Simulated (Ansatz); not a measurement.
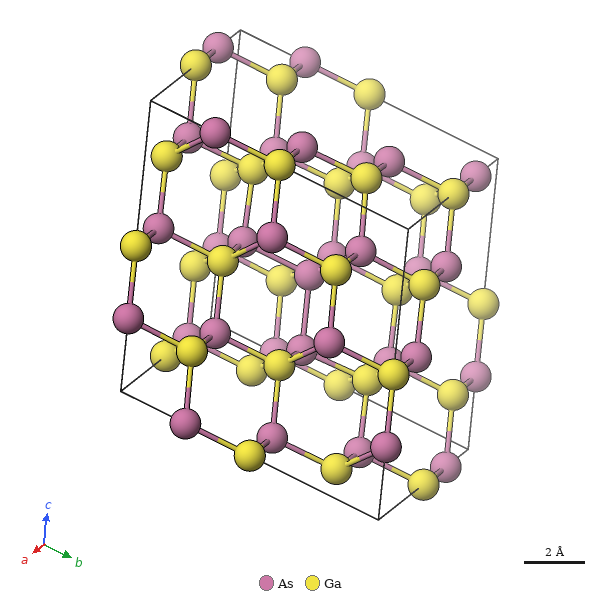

The image is a ball-and-stick drawing of a crystal, viewed slightly off an axis. One supercell is outlined, and atoms on its boundary appear in each equivalent place. The host is GaAs, in a cell of 32 sites, and the cell carries a charge of +1.

Where does the cell differ from the host, and how?

Arsenic on a gallium site (an antisite). It is bonded to four As in a tetrahedral arrangement at about 2.5 Å.

The calculation used DFT PBEsol, scalar-relativistic, plane waves, PAW in Ansatz, with a cutoff energy of 420 eV, Brillouin-zone sampling on a 3×3×3 mesh, Gaussian smearing of 0.02 eV, collinear spins.

Is the defect spin-polarised?

No net moment.

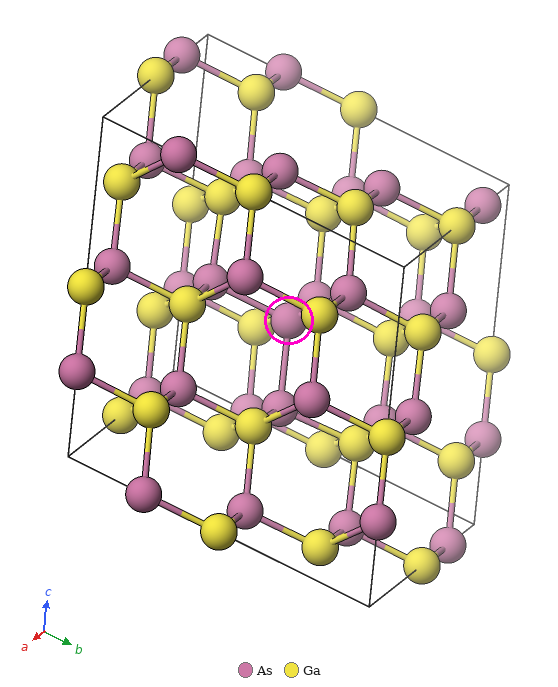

The same cell with a ring at the defect's site.

The atoms were relaxed in the host's cell with DFT PBEsol, scalar-relativistic, plane waves, PAW (Ansatz).
